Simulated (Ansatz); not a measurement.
# Ge2H: single-point calculation (part 2 of 2)

Ge2H (slab, 24 atoms in the cell); DFT PBE+D3(BJ), scalar-relativistic, plane waves, PAW, no spin polarisation (Ansatz 0.2.0); cutoff 420 eV, 3×3×1 k-mesh, Gaussian smearing of 0.1 eV. The structure derives from an entry of the Crystallography Open Database. It belongs to a series of runs on one base structure; here: the slab at its places in the relaxed adsorbed structure.

Geometry of the input (Å; fractional positions):
```
8.0601  0.0000  0.0000
-4.0301  6.9803  0.0000
0.0000  0.0000  25.6281
Ge 0.6667  0.3333  0.3719
Ge 0.6667  0.8333  0.3719
Ge 0.1667  0.3333  0.3719
Ge 0.1667  0.8333  0.3719
Ge 0.5000  0.5000  0.4040
Ge 0.5000  0.0000  0.4040
Ge -0.0000  0.5000  0.4040
Ge 0.0000  0.0000  0.4040
Ge -0.0038  0.5037  0.4996
Ge -0.0037  -0.0075  0.4996
Ge 0.5075  0.5038  0.4996
Ge 0.5000  0.0000  0.4994
Ge 0.8333  0.6667  0.5398
Ge 0.8359  0.1679  0.5297
Ge 0.3320  0.6641  0.5297
Ge 0.3321  0.1680  0.5297
H  0.6659  0.3319  0.3111
H  0.6660  0.8341  0.3111
H  0.1667  0.3333  0.3110
H  0.1681  0.8340  0.3111
H  0.8333  0.6667  0.6489
H  0.8334  0.1666  0.5903
H  0.3332  0.6666  0.5903
H  0.3334  0.1668  0.5903
```

**Log, continued**
```
  k-point 0: bands = ["-26.0510", "-26.0510", "-26.0291", "-26.0181", "-26.0181", "-25.9877", "-25.9877", "-25.9660", "-25.9564", "-25.9541", "-25.9541", "-25.9375", "-25.9358", "-25.9358", "-25.9125", "-25.9125", "-25.8891", "-25.8700", "-25.8700", "-25.8656", "-25.8656", "-25.8612", "-25.8342", "-25.8319", "-25.8309", "-25.8309", "-25.8279", "-25.8191", "-25.8191", "-25.8054", "-25.7905", "-25.7905", "-25.7851", "-25.7851", "-25.7659", "-25.7659", "-25.7598", "-25.7575", "-25.7575", "-25.7430", "-25.7369", "-25.7345", "-25.7345", "-25.7246", "-25.7246", "-25.7226", "-25.7185", "-25.7167", "-25.7167", "-25.7085", "-25.6943", "-25.6943", "-25.6894", "-25.6894", "-25.6739", "-25.6715", "-25.6715", "-25.6553", "-25.6553", "-25.6429", "-25.6400", "-25.6400", "-25.6236", "-25.6032", "-25.6032", "-25.6026", "-25.5859", "-25.5859", "-25.5850", "-25.5809", "-25.5639", "-25.5639", "-25.5451", "-25.5451", "-25.5399", "-25.5399", "-25.5225", "-25.4981", "-25.4948", "-25.4948", "-13.3656", "-12.3719", "-11.4713", "-11.4713", "-11.4095", "-10.7146", "-10.7146", "-10.6235", "-9.6085", "-9.6085", "-9.4608", "-8.6075", "-8.6075", "-8.4836", "-8.2193", "-6.2445", "-5.5309", "-5.5309", "-5.4267", "-4.9604", "-4.9604", "-4.2390", "-3.7535", "-3.7206", "-3.7206", "-3.6962", "-3.6962", "-3.3396", "-2.8838", "-2.8399", "-2.8399", "-2.8221", "-2.1539", "-2.1539", "-1.4126", "-1.4126", "-1.3696", "-0.7154", "-0.3366", "-0.0272", "-0.0272", "0.0393", "0.0393", "0.0660", "0.4626", "0.8846", "0.8846", "1.1981", "1.9526", "1.9841", "1.9841", "2.5479", "2.5479", "2.6243", "2.6243", "2.6300", "2.9457", "3.3871", "3.5234", "3.5234"]
  k-point 1: bands = ["-26.0518", "-26.0511", "-26.0306", "-26.0204", "-26.0204", "-25.9891", "-25.9891", "-25.9688", "-25.9649", "-25.9542", "-25.9538", "-25.9415", "-25.9321", "-25.9310", "-25.9148", "-25.9028", "-25.8816", "-25.8689", "-25.8657", "-25.8609", "-25.8575", "-25.8490", "-25.8413", "-25.8378", "-25.8330", "-25.8317", "-25.8292", "-25.8134", "-25.8104", "-25.8052", "-25.7967", "-25.7961", "-25.7830", "-25.7755", "-25.7704", "-25.7681", "-25.7620", "-25.7564", "-25.7528", "-25.7439", "-25.7416", "-25.7381", "-25.7362", "-25.7292", "-25.7267", "-25.7216", "-25.7193", "-25.7168", "-25.7152", "-25.7076", "-25.6976", "-25.6948", "-25.6921", "-25.6914", "-25.6803", "-25.6718", "-25.6706", "-25.6563", "-25.6529", "-25.6471", "-25.6374", "-25.6290", "-25.6282", "-25.6020", "-25.6007", "-25.5967", "-25.5962", "-25.5898", "-25.5818", "-25.5814", "-25.5701", "-25.5696", "-25.5493", "-25.5453", "-25.5373", "-25.5372", "-25.5202", "-25.4970", "-25.4904", "-25.4901", "-13.0761", "-12.2596", "-12.0842", "-11.5691", "-11.5239", "-11.2932", "-10.6869", "-10.6193", "-9.5391", "-9.4577", "-8.8390", "-8.3168", "-8.3041", "-8.1717", "-7.4141", "-6.3532", "-5.5099", "-5.4888", "-5.3997", "-4.8342", "-4.7697", "-4.5848", "-4.5509", "-4.3226", "-4.1064", "-3.9250", "-3.7650", "-3.4845", "-3.4773", "-3.4323", "-3.4308", "-3.1740", "-2.7471", "-2.7049", "-2.5770", "-1.8800", "-1.0969", "0.1401", "0.3195", "0.5904", "0.6928", "1.0375", "1.1650", "1.3605", "1.4060", "1.5957", "1.7835", "1.8096", "2.0297", "2.3983", "2.4799", "2.5175", "2.6886", "2.7097", "2.8265", "3.1028", "3.1658", "3.2228", "3.4894", "3.4970"]
  k-point 2: bands = ["-26.0521", "-26.0512", "-26.0314", "-26.0216", "-26.0212", "-25.9900", "-25.9895", "-25.9692", "-25.9678", "-25.9609", "-25.9450", "-25.9434", "-25.9350", "-25.9291", "-25.9139", "-25.8977", "-25.8788", "-25.8696", "-25.8677", "-25.8577", "-25.8515", "-25.8466", "-25.8387", "-25.8362", "-25.8352", "-25.8297", "-25.8250", "-25.8154", "-25.8090", "-25.8035", "-25.8011", "-25.7975", "-25.7917", "-25.7789", "-25.7645", "-25.7642", "-25.7560", "-25.7525", "-25.7521", "-25.7484", "-25.7471", "-25.7420", "-25.7392", "-25.7315", "-25.7282", "-25.7261", "-25.7155", "-25.7134", "-25.7131", "-25.7064", "-25.7005", "-25.6998", "-25.6928", "-25.6886", "-25.6816", "-25.6719", "-25.6712", "-25.6529", "-25.6526", "-25.6517", "-25.6318", "-25.6312", "-25.6290", "-25.6020", "-25.6013", "-25.5983", "-25.5911", "-25.5899", "-25.5870", "-25.5802", "-25.5756", "-25.5668", "-25.5499", "-25.5480", "-25.5405", "-25.5326", "-25.5186", "-25.4963", "-25.4885", "-25.4881", "-12.5512", "-12.5005", "-12.4977", "-11.5846", "-11.5292", "-11.4886", "-10.8192", "-10.2928", "-9.9972", "-8.7888", "-8.6492", "-8.6012", "-8.4754", "-7.0558", "-7.0174", "-6.7795", "-5.4590", "-5.3728", "-5.2058", "-5.1864", "-5.0861", "-4.6325", "-4.5538", "-4.5432", "-4.5007", "-3.8318", "-3.7582", "-3.6041", "-3.5992", "-3.5695", "-3.4634", "-3.4501", "-3.1948", "-2.9495", "-2.9035", "-2.6646", "-0.9571", "1.2170", "1.3722", "1.5772", "1.5988", "1.6163", "1.6376", "1.6810", "1.6884", "1.7295", "1.7587", "1.7616", "1.9920", "2.0354", "2.0402", "2.2649", "2.9490", "2.9890", "3.0994", "3.2522", "3.2853", "3.3303", "3.6672", "3.7724"]
```

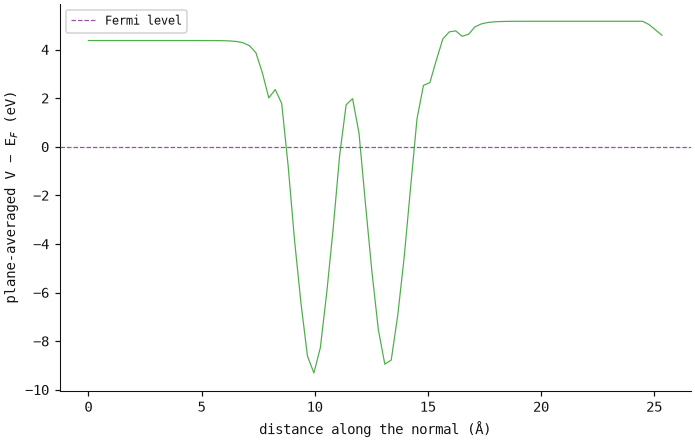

*Plane average of the electrostatic potential energy of an electron across the cell, from the Fermi level.*

The vacuum level lies 5.16 eV above the Fermi level on the upper side and 4.37 eV on the lower.

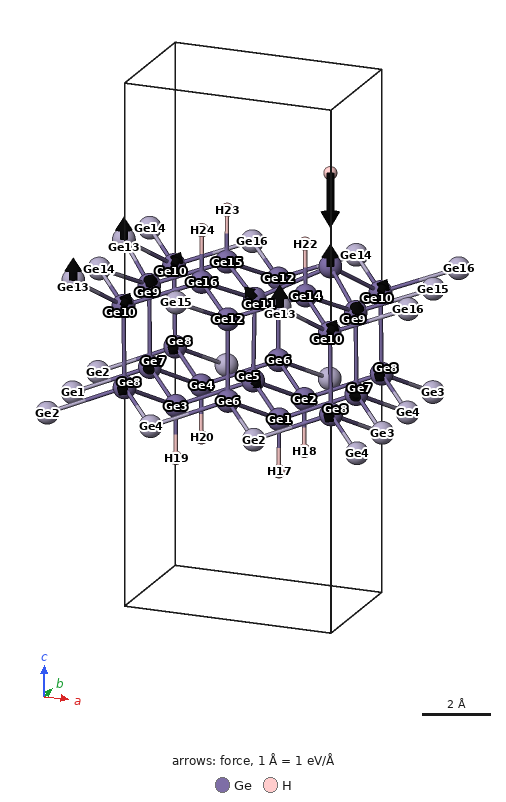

*Forces on the atoms as black arrows (ball-and-stick view of the cell of the calculation, with the vacuum cut short, seen slightly off an axis; neighbours outside the cell are drawn fainter; atoms are numbered from 1 in the order of the input); the smallest are left out.*

The largest act on H21 (1.65 eV/Å); Ge13 (0.69 eV/Å). The geometry is not a stationary point of this energy.

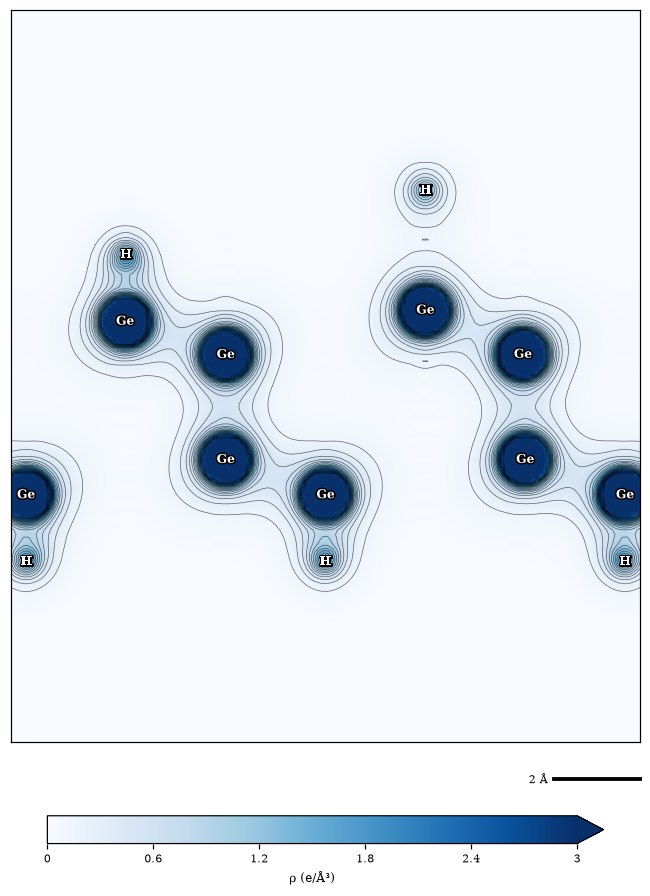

*Valence pseudo-density on the (110) plane of the calculation cell, a cut from vacuum to vacuum.*

Ge–H (1.55 Å): ρ at the midpoint is about 0.98 e/Å³. Ge–Ge (2.45 Å): ρ at the midpoint is about 0.51 e/Å³. Ge–Ge (2.47 Å): ρ at the midpoint is about 0.5 e/Å³. The density dies away to nearly zero in the vacuum. The fields are those of the smooth PAW valence density.

**Summary**

- outcome: converged
- electrons treated: 232
- free energy: −68845.4530 eV
- work function, top face: 5.16 eV
- work function, bottom face: 4.37 eV
- Fermi energy: −1.367 eV
- gap on the k-point mesh: none (metallic)
- work function (upper face): 5.16 eV
- largest force (length of the vector): 1.654 eV/Å
- hardware: 8 threads of AMD EPYC (Zen 5), 32 GiB of memory available, shared host
- wall time: 3.4 s (CPU time 25 s)
- peak memory: 2.8 GiB
